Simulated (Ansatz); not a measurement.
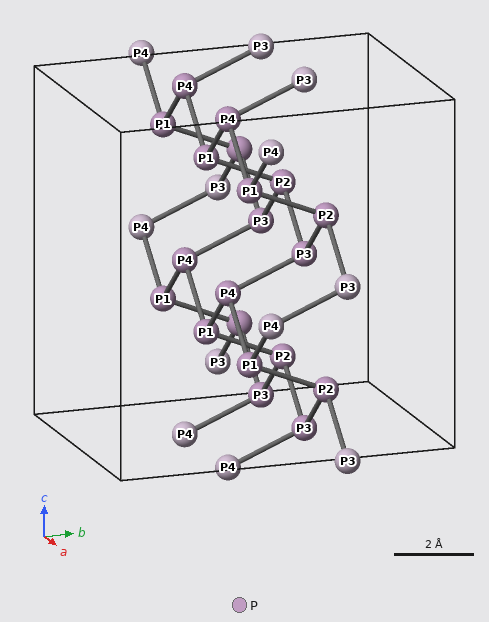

**Figure 1.** The structure as given in the input (ball-and-stick view of the 2 × 2 repeat of the cell, with the vacuum cut short, seen slightly off an axis; neighbours outside the cell are drawn fainter; atoms are numbered from 1 in the order of the input). An atom can appear more than once, as a periodic image. Near neighbours in the periodic cell (some may lie outside the picture): P has 3 P at 2.20 to 2.24 Å.

# P: a failed or faulty run and its cure

System: P (Pmna, 4 atoms in the cell).
Method of run 1: DFT, PBE, plane waves, PAW, Ueff = 30 eV on P f (Ansatz 0.2.0).

The structure derives from a Materials Project entry. Text and figures count atoms from 1; the logs count them from 0 in places.

### Input file, run 1
```yaml
crystal:
  lattice:
    - [3.28372772, 0.0, 0.0]
    - [0.0, 34.85703099, 0.0]
    - [0.0, 0.0, 4.63208471]
  atoms:
    - { symbol: P, position: [0.0, 0.97026143, 0.59215072] }
    - { symbol: P, position: [0.0, 0.02973857, 0.40784928] }
    - { symbol: P, position: [0.5, 0.02973857, 0.09215072] }
    - { symbol: P, position: [0.5, 0.97026143, 0.90784928] }
basis:
  ecutwfc: 420
kpoints:
  mp_grid: { grid: [8, 1, 6] }
hamiltonian:
  xc: pbe
  hubbard: { sites: [{ species: P, l: f, u_eff: 30.0 }] }
scf:
  occupations: { method: gaussian, width: 0.02 }
  max_iter: 100
output:
  forces: true
  eigenvalues: true
  stress: true
relax:
  adjacent_minimum: "off"
  f_tol: 0.005
  max_steps: 80
  cell: { stress_tol: 0.05 }
```

Launched with:
```bash
ansatz run input.yaml --threads 4 --pin off --max-ram 10240MiB --backend cpu --events-out ev --progress --plain --runs-dir out
```

Hardware: 4 threads of Intel Xeon @ 2.90GHz (Ice Lake), 192 GiB of memory available, shared host.

### Output (run 1)
```
Error: inconsistent input (hamiltonian.hubbard.sites[].l, hamiltonian.hubbard.sites[].shell): the file of P doesn't list 4f, and it can't be added: PBE doesn't bind the shell 4f of the free atom, whose level lies at +1.11 eV. Type an atom or ion with it (hamiltonian.pseudopotentials.projection_atoms), take another file or name another shell
```

### Diagnose this run and give a change of the input that cures it.

The input was spoiled on purpose: a U on a shell that isn't there (`hamiltonian.hubbard`). The program refused the input: “inconsistent input (hamiltonian.hubbard.sites[].l, hamiltonian.hubbard.sites[].shell): the file of P doesn't list 4f, and it can't be added: PBE doesn't bind the shell 4f of the free atom, whose level lies at +1.11 eV …”

A run of the same system that converges differs from this input as follows (lines with − go, lines with + come):
```diff
-  hubbard: { sites: [{ species: P, l: f, u_eff: 30.0 }] }
-  max_iter: 100
```

### Output, shortened to warnings, some set-up lines, iterations and results (run 2)
```
Basis set: ecut = 420 eV, 10485 PW (Γ), exchange–correlation on 48×480×64 points (8 copies of the dense FFT grid, shifted against one another)
Symmetry: 8 space group operations
k-points: 20 of 48
Initial density: superposition of atomic densities (neutral atoms: chi_scale 0, normalization atom), corrected by the library's trained network
[...]
SCF iter   1: F=—  HF=-3022.636274 eV  |F-HF|=—  |Δ(HF+E_count)|=         —  Δρ=9.87e-4  dr2=7.72e-3  ethr=1.77e-3  ⟨swp⟩=11.7  Hψ=2650  notcnv=0
SCF iter   2: F=—  HF=-3022.634966 eV  |F-HF|=—  |Δ(HF+E_count)|=   1.31e-3  Δρ=4.25e-4  dr2=7.87e-4  ethr=3.86e-5  ⟨swp⟩=3.4  Hψ=796  notcnv=0
SCF iter   3: F=—  HF=-3022.634977 eV  |F-HF|=—  |Δ(HF+E_count)|=   1.07e-5  Δρ=1.84e-4  dr2=1.41e-4  ethr=3.94e-6  ⟨swp⟩=2.6  Hψ=461  notcnv=0
SCF iter   4: F=—  HF=-3022.635038 eV  |F-HF|=—  |Δ(HF+E_count)|=   6.14e-5  Δρ=4.01e-5  dr2=8.26e-6  ethr=7.06e-7  ⟨swp⟩=2.5  Hψ=483  notcnv=0
SCF iter   5: F=—  HF=-3022.635060 eV  |F-HF|=—  |Δ(HF+E_count)|=   2.16e-5  Δρ=8.67e-6  dr2=2.69e-7  ethr=4.13e-8  ⟨swp⟩=2.1  Hψ=466  notcnv=0
[... 32 lines ...]
SCF iter   2: F=—  HF=-3022.652788 eV  |F-HF|=—  |Δ(HF+E_count)|=   2.61e-5  Δρ=1.44e-6  dr2=9.97e-10  ethr=1.51e-11  ⟨swp⟩=4.6  Hψ=897  notcnv=0
SCF iter   3: F=—  HF=-3022.652792 eV  |F-HF|=—  |Δ(HF+E_count)|=   3.66e-6  Δρ=2.65e-7  dr2=1.95e-10  ethr=4.98e-12  ⟨swp⟩=2.5  Hψ=500  notcnv=0
SCF iter   4: F=-3022.652792 eV  HF=-3022.652792 eV  |F-HF|=1.31e-9  |Δ(HF+E_count)|=   3.37e-7  Δρ=4.83e-8  dr2=7.87e-12  ethr=1.00e-12  ⟨swp⟩=5.7  Hψ=1680  notcnv=0
SCF 6 converged in 4 iterations: F = -3022.652792 eV  dr2 = 7.87e-12
relax step   6: F+E_penalty+E_count = -3022.65279200 eV  Δ(F+E_penalty+E_count) = -7.492e-5 eV  max|allowed force component| = 2.438e-3 eV/Å  Δτ_max = 0.0000 Å  P = -0.005 …
basis re-selected at this cell: Δ(F+E_penalty+E_count) = -7.492e-5 eV, ΔP = +0.000 GPa vs the last step (what re-selecting the basis moved, of the pressure what is left beyond the Pulay correction that the steps carried, after the strain that the cell walked since its last selection, with what the …
SCF converged after 4 iterations
Free energy (F): -3022.652792 eV
Harris-Foulkes:  -3022.652792 eV  (|F-HF|=1.31e-9)
Internal energy: -3022.652792 eV  (E = F + TS)
E sigma→0 (E₀):  -3022.652792 eV
Fermi energy:    -2.866046 eV
--- Per-component energies (eV) ---
  E_band       = -188.749924
  E_kinetic    = 278.515853
  E_local      = -10937.220588  (includes V_loc(G=0)·N_el)
  E_nonlocal   = 135.527997
  E_hartree    = 5302.558612
  E_xc         = -244.188172
  E_vxc        = -240.595489  (∫ρ·V_xc dr)
  E_paw        = -2277.290701  (= ΣΔE_a)
  E_vpaw       = -30.094897  (= ΣTr[D̂ρ^β])
  E_aug_tail   = 0.000013  (compensation charges beyond the density's cutoff)
  E_ewald      = 4719.444195
  E_smearing   = -0.000000  (= −TS)
  E_closure    = 0.000000  (closes the sum)
  Σ components = -3022.652792   (vs F -3022.652792, Δ=0.00e0)
--- Forces (eV/Å), atoms counted from 1 ---
  atom   1  P      0.00000000    -0.00094922     0.00243849
  atom   2  P      0.00000000     0.00094922    -0.00243849
  atom   3  P      0.00000000     0.00094922     0.00243849
  atom   4  P      0.00000000    -0.00094922    -0.00243849
  max |Σ_I F_I| component: 1.08e-19 eV/Å
--- Stress (GPa, compression-positive) ---
       -0.003461       0.000000       0.000000
        0.000000       0.001169       0.000000
        0.000000       0.000000      -0.011222
  P = ⅓ Tr σ = -0.0045 GPa (-0.045 kbar)
--- Relaxed structure (5 steps of the walk, 5 accepted, 1 SCFs on fresh bases) ---
  F+E_penalty+E_count = -3022.65279200 eV   max|allowed force component| = 2.438e-3 eV/Å   (the final SCF, on the basis selected at the relaxed cell)
  cell:  # Å, volume = 533.7471 Å³
    - [3.3031196771468934, 0.0, 0.0]
    - [0.0, 34.862966050269094, 0.0]
    - [0.0, 0.0, 4.634969163309715]
  atoms:
    - { symbol: P, position: [0.0, 0.9698087034786799, 0.5891473130007696] }
    - { symbol: P, position: [0.0, 0.030191296521320073, 0.4108526869992306] }
    - { symbol: P, position: [0.5, 0.030191296521320073, 0.08914731300076946] }
[...]
```

### The two runs side by side

| quantity | run 1 | run 2 |
| --- | --- | --- |
| outcome | refused | converged |
| free energy per atom (eV) | – | −755.6632 |
| gap on the mesh (eV) | – | 0.91 |
| pressure (GPa) | – | 0.00 |
| volume per atom (Å³) | – | 133.44 |
| largest force (eV/Å) | – | 0.003 |
| SCF iterations | – | 30 |
| irreducible k-points | – | 20 |
